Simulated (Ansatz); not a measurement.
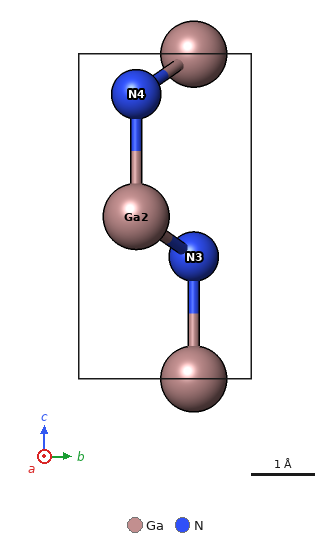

The input geometry of the first run (ball-and-stick view of the cell of the calculation, along the a axis; atoms are numbered from 1 in the order of the input). An atom can appear more than once, as a periodic image.

**Two runs on GaN**

System: GaN (P6₃mc, 4 atoms in the cell).
Method of the first run: DFT BLYP, scalar-relativistic, plane waves, PAW, no spin polarisation (Ansatz 0.2.0).

The structure derives from an entry of the Crystallography Open Database. Text and figures count atoms from 1; the logs count them from 0 in places.

Input, the first run:
```yaml
crystal:
  lattice:
    - [3.1771651428, 1.0e-10, 0.0]
    - [-1.5885825715, 2.7515057256, 0.0]
    - [0.0, 0.0, 5.1752186774]
  atoms:
    - { symbol: Ga, position: [0.3333333333, 0.6666666667, -0.0008277438] }
    - { symbol: Ga, position: [0.6666666667, 0.3333333333, 0.4991722562] }
    - { symbol: "N", position: [0.3333333333, 0.6666666667, 0.3758277438] }
    - { symbol: "N", position: [0.6666666667, 0.3333333333, 0.8758277438] }
basis:
  ecutwfc: 420
  ecutrho_ratio: 4
kpoints:
  mp_grid: { grid: [8, 8, 6] }
hamiltonian:
  xc: blyp
scf:
  occupations: { method: gaussian, width: 0.05 }
output:
  forces: true
  stress: true
  eigenvalues: true
relax:
  f_tol: 0.02
  max_steps: 40
  cell: { stress_tol: 0.2, fix: [volume] }
```

Launched with:
```bash
ansatz run input.yaml --threads 4 --pin off --max-ram 8192MiB --backend cpu --events-out ev --progress --plain --runs-dir out
```

Hardware: 4 threads of Arm Neoverse V1, 24 GiB of memory available, shared host.

Output, shortened to warnings, some set-up lines, iterations and results (the first run):
```
Basis set: ecut = 420 eV, 893 PW (Γ), exchange–correlation on 48×48×72 points (8 copies of the dense FFT grid, shifted against one another)
Symmetry: 12 space group operations
k-points: 40 of 384 (time reversal used)
Initial density: superposition of atomic densities (neutral atoms: chi_scale 0, normalization atom), corrected by the library's trained network
[...]
SCF iter   1: F=—  HF=-8358.098572 eV  |F-HF|=—  |Δ(HF+E_count)|=         —  Δρ=1.77e-2  dr2=1.21e-1  ethr=1.77e-3  ⟨swp⟩=4.8  Hψ=3458  notcnv=0
SCF iter   2: F=—  HF=-8358.064471 eV  |F-HF|=—  |Δ(HF+E_count)|=   3.41e-2  Δρ=2.57e-3  dr2=3.54e-3  ethr=3.37e-4  ⟨swp⟩=2.0  Hψ=1518  notcnv=0
SCF iter   3: F=—  HF=-8358.063857 eV  |F-HF|=—  |Δ(HF+E_count)|=   6.14e-4  Δρ=1.57e-3  dr2=1.13e-3  ethr=9.82e-6  ⟨swp⟩=2.8  Hψ=1694  notcnv=0
SCF iter   4: F=—  HF=-8358.063781 eV  |F-HF|=—  |Δ(HF+E_count)|=   7.58e-5  Δρ=6.19e-4  dr2=2.23e-4  ethr=3.13e-6  ⟨swp⟩=2.6  Hψ=1675  notcnv=0
SCF iter   5: F=—  HF=-8358.063678 eV  |F-HF|=—  |Δ(HF+E_count)|=   1.04e-4  Δρ=1.39e-4  dr2=5.97e-6  ethr=6.20e-7  ⟨swp⟩=2.0  Hψ=1596  notcnv=0
[... 11 lines ...]
SCF iter   2: F=—  HF=-8358.063885 eV  |F-HF|=—  |Δ(HF+E_count)|=   2.87e-5  Δρ=7.35e-6  dr2=8.04e-9  ethr=9.73e-11  ⟨swp⟩=2.0  Hψ=1600  notcnv=0
SCF iter   3: F=—  HF=-8358.063885 eV  |F-HF|=—  |Δ(HF+E_count)|=   1.32e-8  Δρ=2.82e-6  dr2=1.91e-9  ethr=2.23e-11  ⟨swp⟩=2.9  Hψ=1801  notcnv=0
SCF iter   4: F=-8358.063885 eV  HF=-8358.063885 eV  |F-HF|=6.73e-11  |Δ(HF+E_count)|=   1.91e-9  Δρ=6.72e-7  dr2=1.92e-10  ethr=1.78e-12  ⟨swp⟩=4.1  Hψ=3242  notcnv=0
SCF 3 converged in 4 iterations: F = -8358.063885 eV  dr2 = 1.92e-10
relax step   3: F+E_penalty+E_count = -8358.06388500 eV  Δ(F+E_penalty+E_count) = -1.124e-4 eV  max|allowed force component| = 4.327e-3 eV/Å  Δτ_max = 0.0000 Å  P = +12.973 …
basis re-selected at this cell: Δ(F+E_penalty+E_count) = -1.124e-4 eV, ΔP = +0.001 GPa vs the last step (what re-selecting the basis moved, of the pressure what is left beyond the Pulay correction that the steps carried, after the strain that the cell walked since its last selection, with what the …
SCF converged after 4 iterations
Free energy (F): -8358.063885 eV
Harris-Foulkes:  -8358.063885 eV  (|F-HF|=6.73e-11)
Internal energy: -8358.063885 eV  (E = F + TS)
E sigma→0 (E₀):  -8358.063885 eV
Fermi energy:    11.256243 eV
--- Per-component energies (eV) ---
  E_band       = 5.990333
  E_kinetic    = 497.903383
  E_local      = -3887.792268  (includes V_loc(G=0)·N_el)
  E_nonlocal   = 942.603017
  E_hartree    = 1795.954293
  E_xc         = -254.372198
  E_vxc        = -263.385763  (∫ρ·V_xc dr)
  E_paw        = -4268.501508  (= ΣΔE_a)
  E_vpaw       = -875.246431  (= ΣTr[D̂ρ^β])
  E_aug_tail   = 0.000060  (compensation charges beyond the density's cutoff)
  E_ewald      = -3183.895624
  E_core_change = 0.036961  (= ΣΔE_core)
  E_smearing   = -0.000000  (= −TS)
  E_closure    = -0.000000  (closes the sum)
  Σ components = -8358.063885   (vs F -8358.063885, Δ=0.00e0)
--- Forces (eV/Å), atoms counted from 1 ---
  atom   1  Ga     0.00000000     0.00000000     0.00432137
  atom   2  Ga    -0.00000000     0.00000000     0.00432137
  atom   3  N      0.00000000    -0.00000000    -0.00433267
  atom   4  N     -0.00000000    -0.00000000    -0.00433267
  max |Σ_I F_I| component: 2.26e-5 eV/Å
--- Stress (GPa, compression-positive) ---
       12.992104      -0.000000       0.000000
       -0.000000      12.992104      -0.000000
        0.000000      -0.000000      12.934412
  P = ⅓ Tr σ = 12.9729 GPa (129.729 kbar)
--- Relaxed structure (2 steps of the walk, 2 accepted, 1 SCFs on fresh bases) ---
  F+E_penalty+E_count = -8358.06388500 eV   max|allowed force component| = 4.327e-3 eV/Å   (the final SCF, on the basis selected at the relaxed cell)
  cell:  # Å, volume = 45.2417 Å³
    - [3.1755734408685248, 1.0768105529877281e-10, 2.946716683391153e-20]
    - [-1.587786720527517, 2.7501272713214626, -1.4733583417821278e-20]
    - [4.7998459417644726e-20, -3.263395238836091e-34, 5.18040795741344]
  atoms:
    - { symbol: Ga, position: [0.3333333333333334, 0.6666666666666667, -0.0006675952200166212] }
[...]
```

The input of the second run differs as follows (lines with − go, lines with + come):
```diff
-  ecutwfc: 420
+  ecutwfc: 500
-  xc: blyp
+  xc: mr2scan
```

How does the second run compare with the first run?

The total energies belong to different methods, so their difference says nothing on which is more stable or more accurate. The gap on the mesh goes from 2.06 to 2.39 eV. The pressure goes from 12.97 to 1.06 GPa. The functional changes from BLYP to mr2scan. The SCF takes 11 iterations over all geometry steps against 15. On the same kind of shared host the second run took about 1.5 times as long.

Output, shortened to warnings, some set-up lines, iterations and results (the second run):
```
Basis set: ecut = 500 eV, 1129 PW (Γ), exchange–correlation on 96×96×160 points (64 copies of the dense FFT grid, shifted against one another)
Symmetry: 12 space group operations
k-points: 40 of 384 (time reversal used)
Initial density: superposition of atomic densities (neutral atoms: chi_scale 0, normalization atom), corrected by the library's trained network
[...]
SCF iter   1: F=—  HF=-8352.709439 eV  |F-HF|=—  |Δ(HF+E_count)|=         —  Δρ=1.25e-2  dr2=2.67e-2  dr2_τ=1.95e-1  ethr=1.77e-3  ⟨swp⟩=5.0  Hψ=3530  notcnv=0
SCF iter   2: F=—  HF=-8352.773822 eV  |F-HF|=—  |Δ(HF+E_count)|=   6.44e-2  Δρ=5.88e-3  dr2=9.52e-3  dr2_τ=3.17e-4  ethr=7.43e-5  ⟨swp⟩=2.0  Hψ=2080  notcnv=0
SCF iter   3: F=—  HF=-8352.773278 eV  |F-HF|=—  |Δ(HF+E_count)|=   5.44e-4  Δρ=3.71e-3  dr2=2.67e-3  dr2_τ=8.80e-5  ethr=2.64e-5  ⟨swp⟩=2.3  Hψ=1540  notcnv=0
SCF iter   4: F=—  HF=-8352.773292 eV  |F-HF|=—  |Δ(HF+E_count)|=   1.42e-5  Δρ=3.00e-4  dr2=2.34e-5  dr2_τ=8.05e-6  ethr=7.42e-6  ⟨swp⟩=2.0  Hψ=1540  notcnv=0
SCF iter   5: F=—  HF=-8352.773315 eV  |F-HF|=—  |Δ(HF+E_count)|=   2.31e-5  Δρ=1.32e-4  dr2=4.02e-6  dr2_τ=4.51e-7  ethr=6.49e-8  ⟨swp⟩=2.0  Hψ=1505  notcnv=0
[...]
SCF 1 converged in 8 iterations: F = -8352.773319 eV  dr2 = 2.96e-8
[...]
SCF iter   1: F=—  HF=-8352.773319 eV  |F-HF|=—  |Δ(HF+E_count)|=         —  Δρ=8.21e-6  dr2=2.97e-8  dr2_τ=5.37e-10  ethr=2.07e-8  ⟨swp⟩=3.0  Hψ=6167  notcnv=0
SCF iter   2: F=—  HF=-8352.773319 eV  |F-HF|=—  |Δ(HF+E_count)|=   1.02e-7  Δρ=3.31e-6  dr2=2.85e-9  dr2_τ=4.89e-10  ethr=8.24e-11  ⟨swp⟩=2.0  Hψ=1136  notcnv=0
SCF iter   3: F=-8352.773319 eV  HF=-8352.773319 eV  |F-HF|=1.11e-10  |Δ(HF+E_count)|=  4.40e-10  Δρ=1.37e-6  dr2=4.48e-10  dr2_τ=2.88e-11  ethr=1.78e-12  ⟨swp⟩=4.8  Hψ=3671  …
SCF 2 converged in 3 iterations: F = -8352.773319 eV  dr2 = 4.48e-10
relax step   2: F+E_penalty+E_count = -8352.77331929 eV  Δ(F+E_penalty+E_count) = -1.209e-8 eV  max|allowed force component| = 4.256e-3 eV/Å  Δτ_max = 0.0000 Å  P = +1.065 …
basis re-selected at this cell: Δ(F+E_penalty+E_count) = -1.209e-8 eV, ΔP = -0.000 GPa vs the last step (what re-selecting the basis moved, of the pressure what is left beyond the Pulay correction that the steps carried, after the strain that the cell walked since its last selection, with what the …
SCF converged after 3 iterations
Free energy (F): -8352.773319 eV
Harris-Foulkes:  -8352.773319 eV  (|F-HF|=1.11e-10)
Internal energy: -8352.773319 eV  (E = F + TS)
E sigma→0 (E₀):  -8352.773319 eV
Fermi energy:    10.763268 eV
--- Per-component energies (eV) ---
  E_band       = -27.027338
  E_kinetic    = 494.832556
  E_local      = -3895.634903  (includes V_loc(G=0)·N_el)
  E_nonlocal   = 953.010879
  E_hartree    = 1798.701203
  E_xc         = -243.724557
  E_vxc        = -287.507347  (∫ρ·V_xc dr)
  E_paw        = -4274.739601  (= ΣΔE_a)
  E_vpaw       = -904.820664  (= ΣTr[D̂ρ^β])
  E_aug_tail   = -0.000039  (compensation charges beyond the density's cutoff)
  E_vtau       = 15.689590  (kinetic-family band-sum trace: ∫τ·v_τ [+ j·A + Jᵃ·Aᵃ] dr)
  E_ewald      = -3183.853589
  E_core_change = -1.365269  (= ΣΔE_core)
  E_smearing   = -0.000000  (= −TS)
  E_closure    = 0.000000  (closes the sum)
  Σ components = -8352.773319   (vs F -8352.773319, Δ=0.00e0)
--- Forces (eV/Å), atoms counted from 1 ---
  atom   1  Ga     0.00000000    -0.00000000    -0.00424886
  atom   2  Ga    -0.00000000     0.00000000    -0.00424886
  atom   3  N      0.00000000    -0.00000000     0.00426218
  atom   4  N     -0.00000000     0.00000000     0.00426218
  max |Σ_I F_I| component: 2.67e-5 eV/Å
--- Stress (GPa, compression-positive) ---
        1.078709       0.000000       0.000000
       -0.000000       1.078709       0.000000
        0.000000       0.000000       1.037173
  P = ⅓ Tr σ = 1.0649 GPa (10.649 kbar)
--- Relaxed structure (1 steps of the walk, 1 accepted, 1 SCFs on fresh bases) ---
  F+E_penalty+E_count = -8352.77331929 eV   max|allowed force component| = 4.256e-3 eV/Å   (the final SCF, on the basis selected at the relaxed cell)
  cell:  # Å, volume = 45.2417 Å³
    - [3.177165142780824, 1.077350285633583e-10, 0.0]
    - [-1.5885825714837132, 2.751505725612739, 0.0]
    - [0.0, 0.0, 5.1752186774]
  atoms:
    - { symbol: Ga, position: [0.3333333333333333, 0.6666666666666666, -0.0008277437999999999] }
[...]
```

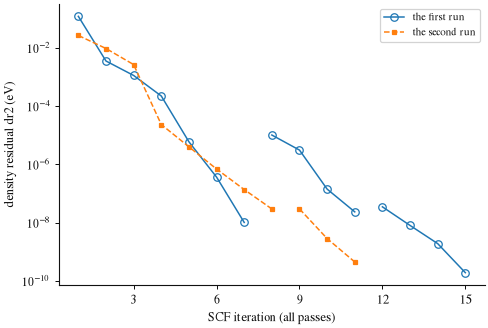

Convergence of the two runs: density residual dr2 against the SCF iteration. A break in a curve parts two SCF passes. The first run takes 15 iterations in all, and the second run takes 11.

The two runs side by side:

| quantity | the first run | the second run |
| --- | --- | --- |
| outcome | converged | converged |
| free energy per atom (eV) | −2089.5160 | −2088.1933 |
| gap on the mesh (eV) | 2.06 | 2.39 |
| pressure (GPa) | 12.97 | 1.06 |
| largest force (eV/Å) | 0.004 | 0.004 |
| SCF iterations | 15 | 11 |
| irreducible k-points | 40 | 40 |
| wall time (shared host) | 3.3 s | 5.1 s |

For the first run: The cell is under a pressure of 13.0 GPa at this level, so it is not at its equilibrium volume.
